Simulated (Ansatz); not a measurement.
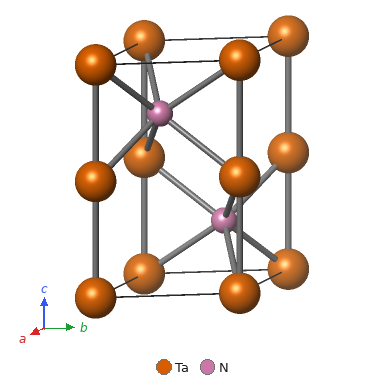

System: TaN, space group P6_3/mmc (No. 194). The picture shows the conventional cell.

Structure:
```yaml
crystal:
  lattice:
    - [3.04800, 0.00000, 0.00000]
    - [-1.52400, 2.63965, 0.00000]
    - [0.00000, 0.00000, 4.91800]
  atoms:
    - { symbol: Ta, position: [0.00000, 0.00000, 0.00000] }
    - { symbol: Ta, position: [0.00000, 0.00000, 0.50000] }
    - { symbol: N, position: [0.33333, 0.66667, 0.25000] }
    - { symbol: N, position: [0.66667, 0.33333, 0.75000] }
```

Computed with Ansatz 0.2.0: periodic Kohn-Sham DFT of a crystal at fixed atoms, scaled to the stated factor times the given cell; pressure positive in compression. Level: PBE.

method frozen-core PAW; relativity scalar; k mesh 9×9×5; occupations Fermi–Dirac; smearing width 0.01 eV; wave cutoff 420 eV; PAW set soft_2.

V(given) is 9.89 Å³/atom.

Describe the result: the pressure against V/V(given). The V/V(given) takes the values 0.94, 0.98, 1.00, 1.01, 1.04.

The pressure falls from 96.9 GPa at V/V(given) 0.94 to 40.1 GPa at 1.04.

| V/V(given) | pressure (GPa) |
| --- | --- |
| 0.94 | 96.9 |
| 0.98 | 70.9 |
| 1.00 | 59.6 |
| 1.01 | 54.4 |
| 1.04 | 40.1 |

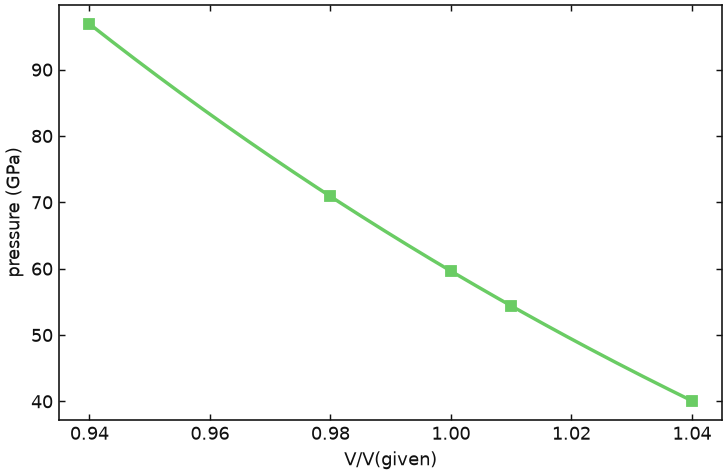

Limits of the calculation: cell far from its zero-pressure volume; field gradient without spin-orbit coupling on heavy atoms; no gap: field gradients move with the k mesh; no spin-orbit coupling on heavy atoms; the volumes run don't bracket the minimum of the energy, so any equilibrium value is extrapolated; shape and atomic fractions are frozen while scaling, which makes layered, chain and framework solids too stiff.
